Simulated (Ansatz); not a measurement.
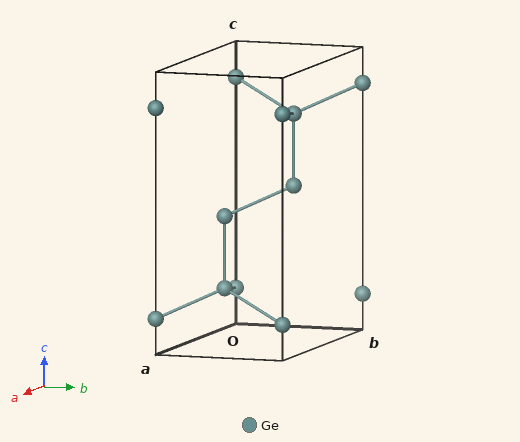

Crystal: Ge, the end point of a relaxation (final pressure about -3.8 GPa) with DFT r2SCAN, scalar-relativistic, plane waves, PAW in Ansatz. One unit cell is drawn above. Geometry calculated from the standardised cell; symmetry tolerance 0.002 Å.

```xyz
6
Lattice="4.1770 0.0000 0.0000 -2.0885 3.6174 0.0000 0.0000 0.0000 9.6876" Properties=species:S:1:pos:R:3 pbc="T T T"
Ge    2.0885    1.2058    1.9952
Ge    2.0885    1.2058    4.4632
Ge    0.0000    2.4116    5.2244
Ge    0.0000    2.4116    7.6924
Ge    0.0000    0.0000    8.4535
Ge    0.0000    0.0000    1.2340
```

Q: What is its point group?

A: -3m (D3d), order 12, trigonal system: one threefold axis, three twofold axes, three mirror planes, an inversion centre.

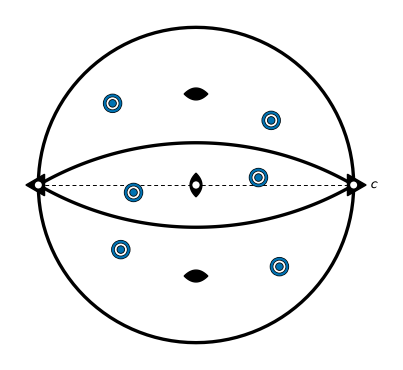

Stereographic projection: filled dots lie in the upper hemisphere, open rings in the lower; heavy lines are mirror planes (a heavy rim: a mirror in the plane of the page); lens, triangle, square and hexagon are 2-, 3-, 4- and 6-fold axes, a lens in an open square is −4, a triangle in an open hexagon −6; thin dashed diameters join the ends of axes that lie in the page; a small open circle marks inversion. The poles are one general form. The a axis points at the viewer.

Q: What does this class allow?

A: Class -3m is centrosymmetric, so neither piezoelectric nor pyroelectric; it is not chiral. Its Laue class is -3m.
